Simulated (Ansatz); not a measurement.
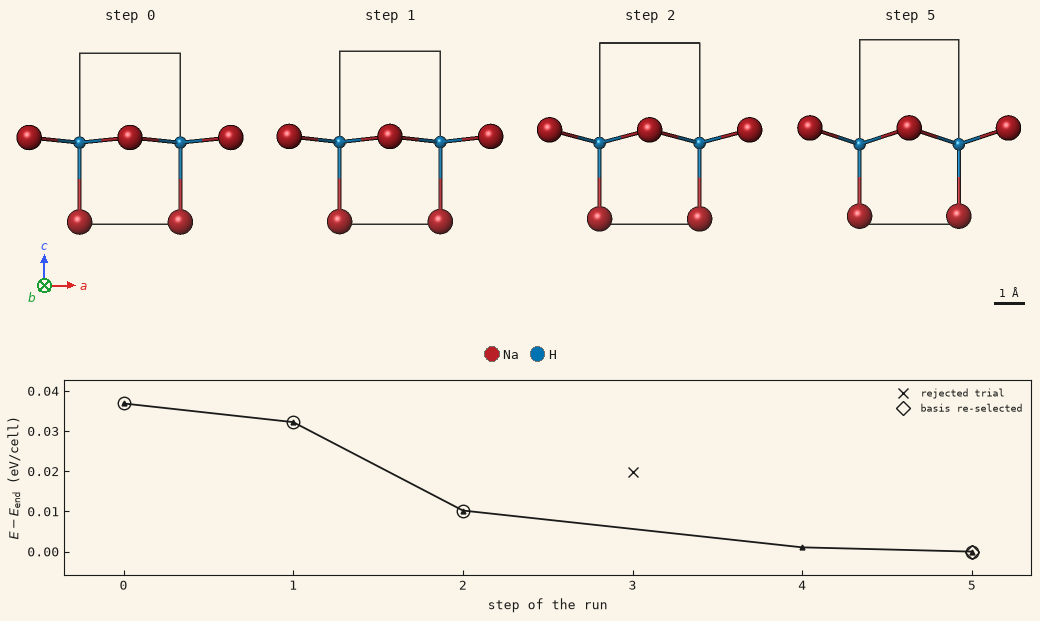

Frames of a relaxation of solid Na₂H (a generated structure, set up in P4mm) (coarse preliminary run), marked on the history of the run. Style: ball-and-stick. Shown: the cell of the calculation, along the b axis.

Computed with DFT PBE, scalar-relativistic, plane waves, PAW in Ansatz 0.2.0. (plane-wave cutoff 420 eV; k-point mesh 6 × 6 × 4; occupations gaussian; smearing width 0.1 eV; no spin polarisation; cell and atoms relaxed; force threshold 0.04 eV/Å; at most 70 steps)

Describe the path.

Answer. After 3 accepted moves (5 points after the start) the energy has fallen by 36.9 meV per cell of the calculation. The largest force component goes from 0.042 to 0.012 eV/Å. Pressure: 0.24 GPa at the start and 0.00 GPa at the end. The line search rejected the trial step at point 3 of the run. At 1 point the geometry stayed and the basis and grid were re-selected for the new cell (energy shift of 1.1 meV per cell of the calculation at most each time). The H atom moves most relative to the cell: 0.28 Å along −c. Largest moves by element: H 0.28 Å, Na 0.19 Å. The drawn cell changes as follows: a = b 3.366 → 3.314 Å (−1.6 %), c 5.709 → 6.169 Å (+8.1 %); the volume changes by +4.7 %. Near-neighbour distances that change, for instance: H–Na 2.650 → 2.399 Å, Na–Na 3.366 → 3.314 Å, H–Na 2.387 → 2.406 Å. Bond angles that change, for instance: H–Na–H 171.7° → 153.7°, Na–H–Na 171.7° → 153.7°, Na–H–Na 89.7° → 87.0°. The space group stays P4mm (No. 99). Cost: 13 s on 1 thread of Intel(R) Xeon(R) Platinum 8259CL CPU @ 2.50GHz (Skylake/Cascade Lake) (shared host), peak memory 0.39 GiB. From step 0 to 1: volume +1.0 %, energy −4.7 meV per cell of the calculation. From step 1 to 2: the H atom moves most (0.16 Å), volume +3.4 %, energy −22.0 meV per cell of the calculation. From step 2 to 5: the H atom moves most (0.09 Å), volume +0.3 %, energy −10.2 meV per cell of the calculation.

```csv
step,"E − E(0), meV/atom","largest force component, eV/Å","pressure, GPa","volume, Å³/atom",note
0,0.00,0.0418,0.24,21.567,
1,-1.55,0.0509,0.15,21.791,
2,-8.89,0.0915,-0.12,22.526,
3,-5.67,0.2380,0.26,22.780,rejected
4,-11.95,0.0117,-0.02,22.585,
5,-12.30,0.0115,0.00,22.585,"same geometry, new basis"
```
